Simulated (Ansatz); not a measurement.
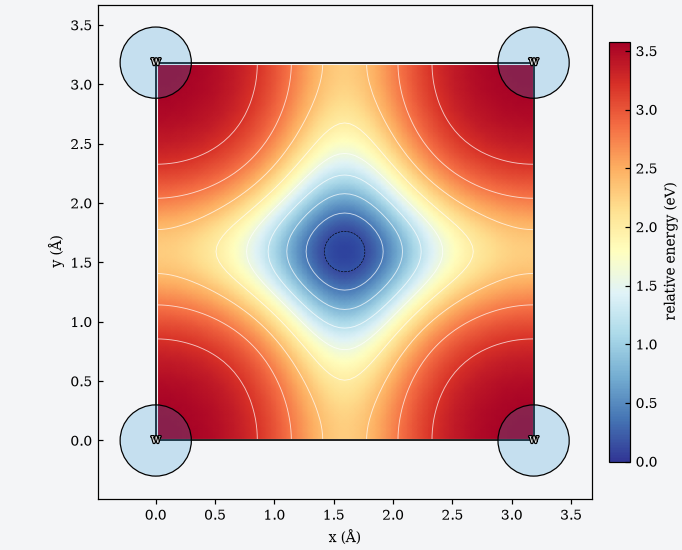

Si on a W(100) slab cut from the Im-3m phase, its upper half relaxed before the scan (16 atoms of substrate and one adsorbate in a 2 × 2 cell). Si is moved over the surface cell; relaxed at each place: the height of the adsorbate's atoms; substrate rigid; the origin of the map has the adsorbate above W13. Places are given modulo a cell vector. The map is drawn in real space over the plane of the surface. The grid has 8 × 8 points; 15 points were computed and 49 follow by symmetry. Places are given in fractions of the 1 × 1 surface cell. Energies are in eV, from the lowest grid point. These are results of Ansatz 0.2.0, DFT PBE, scalar-relativistic, plane waves, PAW, not measurements. Settings: cutoff 420 eV, k-mesh 4×4×1, gaussian smearing 0.1 eV, no spin polarisation.

Drawn: a smooth colour map with a few white contour lines, labelled circles for the atoms of the top layer and small ones for the second layer, the outline of one cell of the plane. Between grid points the surface is interpolated.

The lowest grid point is at a fourfold hollow over a second-layer W atom, (4/8, 4/8) of the cell vectors. No other kind of well shows on this grid. The highest grid point, the top site over a surface W atom, (0/8, 0/8) of the cell vectors, lies 3.58 eV above the lowest. On the interpolated surface the easiest way out of the lowest well to its copy in the next cell or period passes a barrier of about 2.3 eV. At the lowest point the adsorbate has 5 W at 2.59 Å as nearest neighbours, at the highest 1 W at 2.36 Å. Its relaxed height above the top atom is 1.24 Å at the lowest and 2.36 Å at the highest point.

Si is replaced by S; all else is set up alike.

How does the landscape change?

Answer. The lowest place stays at a fourfold hollow over a second-layer W atom, (4/8, 4/8) of the cell vectors. The span from the lowest to the highest grid point shrinks from 3.58 to 2.08 eV. The easiest pass out of the lowest well goes from about 2.3 to about 1.3 eV on the interpolated surfaces. In the new map: at the lowest point the adsorbate has 5 W at 2.53 Å as nearest neighbours, at the highest 1 W at 2.20 Å. Its relaxed height above the top atom is 1.14 Å at the lowest and 2.20 Å at the highest point.

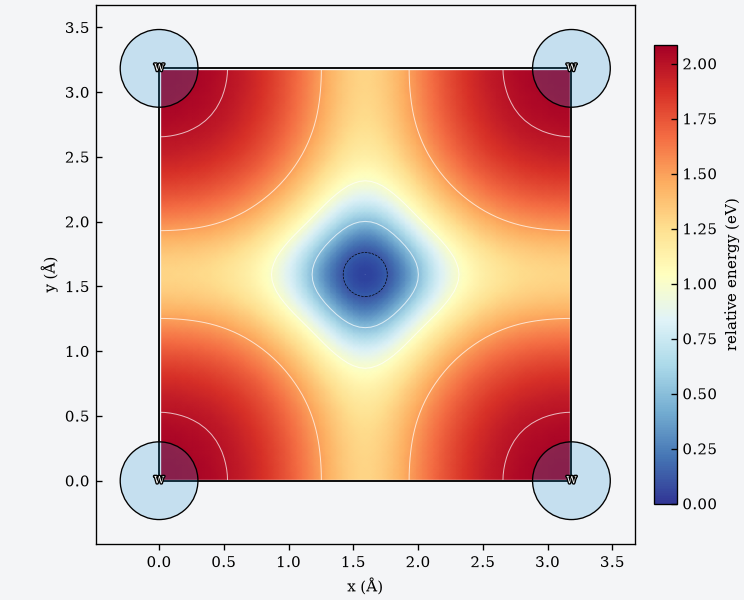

The map after the change, on a colour scale of its own. In the figure: a smooth colour map with a few white contour lines, labelled circles for the atoms of the top layer and small ones for the second layer, the outline of one cell of the plane. Between grid points the surface is interpolated.

PAW datasets: the set soft_1.
